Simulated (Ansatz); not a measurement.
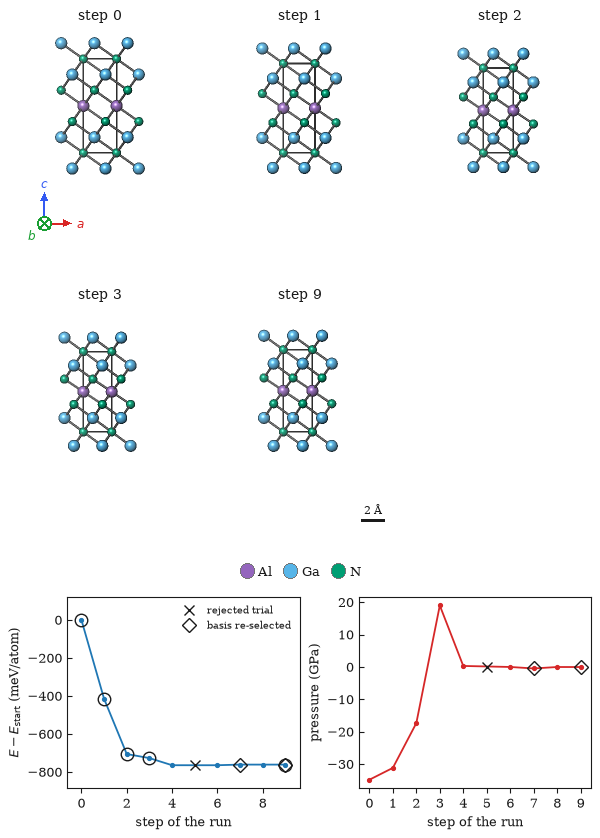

Frames of a relaxation of crystalline AlGa2N3 (a generated structure, set up in P-3m1) (coarse preliminary run), marked on the history of the run. The picture is a ball-and-stick view of the cell of the calculation, seen along the b axis.

Level of theory: DFT PBE, scalar-relativistic, plane waves, PAW (Ansatz 0.2.0). Settings: plane-wave cutoff 420 eV; k-point mesh 6 × 6 × 2; occupations gaussian; smearing width 0.1 eV; no spin polarisation; cell and atoms relaxed; force threshold 0.04 eV/Å; at most 70 steps.

Describe the path.

Answer. The largest moves relative to the cell, 0.067 Å, are those of N atoms. By element the largest moves are N 0.067 Å, Ga 0.024 Å. Al stays in place. The drawn cell changes as follows: a = b 3.403 → 2.972 Å (−12.7 %), c 8.335 → 7.285 Å (−12.6 %); the volume changes by −33.3 %. Among the contacts that change: Al–N 2.406 → 2.064 Å, Ga–N 2.406 → 2.116 Å. Bond angles that change, for instance: Al–N–Ga 180.0° → 177.5°, Al–N–Al 90.0° → 92.1°, N–Al–N 90.0° → 87.9°. The space group stays P-3m1 (No. 164). After 6 accepted moves (9 points after the start) the energy has fallen by 761 meV per atom. Largest force component: 0.64 eV/Å at the start, 0.0037 eV/Å at the end. Pressure: −34.82 GPa at the start and −0.01 GPa at the end. The line search rejected the trial step at point 5 of the run. At 2 points the geometry stayed and the basis and grid were re-selected for the new cell (energy shift of 3.4 meV per atom at most each time). Cost: 19 s on 1 thread of Intel(R) Xeon(R) Platinum 8488C (Sapphire Rapids), with other jobs on the host, peak memory 0.4 GiB. From step 0 to 1: N atoms move most (0.03 Å), volume −13.9 %, energy −415 meV per atom. From step 1 to 2: N atoms move most (0.03 Å), volume −14.6 %, energy −290 meV per atom. From step 2 to 3: Ga atoms move most (0.04 Å), volume −15.5 %, energy −21.4 meV per atom. From step 3 to 9: Ga atoms move most (0.03 Å), volume +7.3 %, energy −34.2 meV per atom.

| step | E − E(0), meV/atom | largest force component, eV/Å | pressure, GPa | volume, Å³/atom | note |
| --- | --- | --- | --- | --- | --- |
| 0 | 0.00 | 0.6410 | -34.82 | 13.929 |  |
| 1 | -415.24 | 0.5177 | -31.16 | 11.990 |  |
| 2 | -705.38 | 0.2006 | -17.33 | 10.242 |  |
| 3 | -726.77 | 0.8710 | 19.01 | 8.654 |  |
| 4 | -764.22 | 0.0633 | 0.33 | 9.291 |  |
| 5 | -764.07 | 0.0524 | 0.08 | 9.301 | rejected |
| 6 | -764.29 | 0.0016 | 0.01 | 9.304 |  |
| 7 | -760.92 | 0.0023 | -0.45 | 9.304 | same geometry, new basis |
| 8 | -761.01 | 0.0037 | 0.00 | 9.285 |  |
| 9 | -760.95 | 0.0037 | -0.01 | 9.285 | same geometry, new basis |
